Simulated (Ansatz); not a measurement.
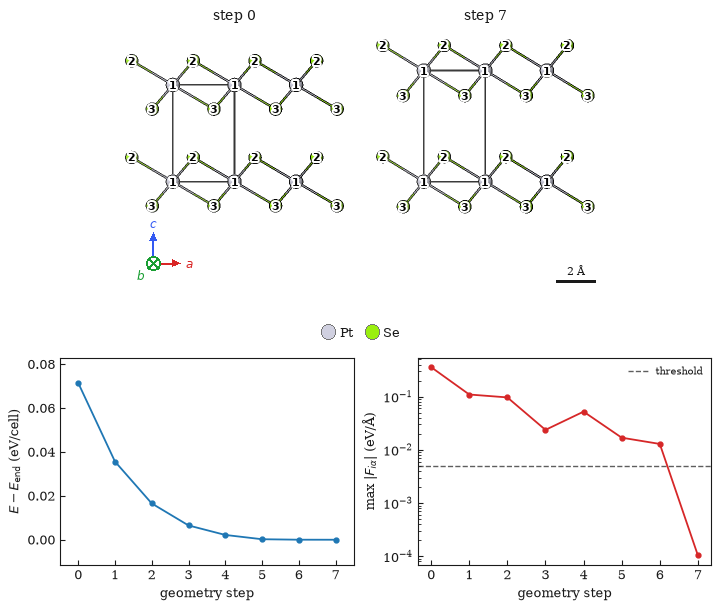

First and last geometry of a relaxation of solid PtSe$_{2}$ (set up in P-3m1), with the history of the run. The picture is a ball-and-stick view of the cell of the calculation, repeated 2 × 1 × 1 with one cell outlined, seen along the b axis.

Method: Ansatz, DFT r2SCAN, scalar-relativistic, plane waves, PAW.

Input file:
```yaml
crystal:
  lattice:
    - [3.7240006046, 0.0, 0.0]
    - [-1.8620003023, 3.2250791273, 0.0]
    - [0.0, 0.0, 5.062]
  atoms:
    - { symbol: Pt, position: [0.0, 0.0, 0.0] }
    - { symbol: Se, position: [0.3333333333, 0.6666666667, 0.25] }
    - { symbol: Se, position: [0.6666666667, 0.3333333333, 0.75] }
basis:
  ecutwfc: 500
kpoints:
  mp_grid: { grid: [12, 12, 8] }
hamiltonian:
  xc: r2scan
scf:
  occupations: { method: gaussian, width: 0.1 }
output:
  forces: true
  stress: true
  eigenvalues: true
  write_density: true
  write_potential: true
  elf: true
  volumetric_format: npy
relax:
  adjacent_minimum: "off"
  f_tol: 0.005
  max_steps: 80
  cell: { stress_tol: 0.05 }
```

Run as
```bash
ansatz run input.yaml --threads 1 --pin off --max-ram 2560MiB --backend cpu --events-out ev --progress --plain --runs-dir out
```

### Did the run converge, and what did it change?

The run was cut off at its time limit before the program reported convergence, but its last step already meets the force threshold: the largest component is 0.0001 eV/Å against 0.005 eV/Å. The pressure is within 0.01 GPa of its target. The largest moves relative to the cell, 0.14 Å, are those of Se2 and Se3. Se3 goes along +c. Pt stays in place. Cell: a = b 3.724 → 3.718 Å (−0.2 %), c 5.062 → 5.816 Å (+14.9 %). Volume +14.5 %. Among the contacts that change: Se2–Se3 3.321 → 3.848 Å, Pt1–Se2 2.495 → 2.515 Å. The space group stays P-3m1 (No. 164). The energy falls by 71.5 meV per cell of the calculation in 7 geometry steps. The largest force component goes from 0.36 to 0.0001 eV/Å. Pressure: 4.90 GPa at the start and 0.00 GPa at the end.

Limits of the set-up: layers or molecules are held without a dispersion correction, so their spacing is unreliable.
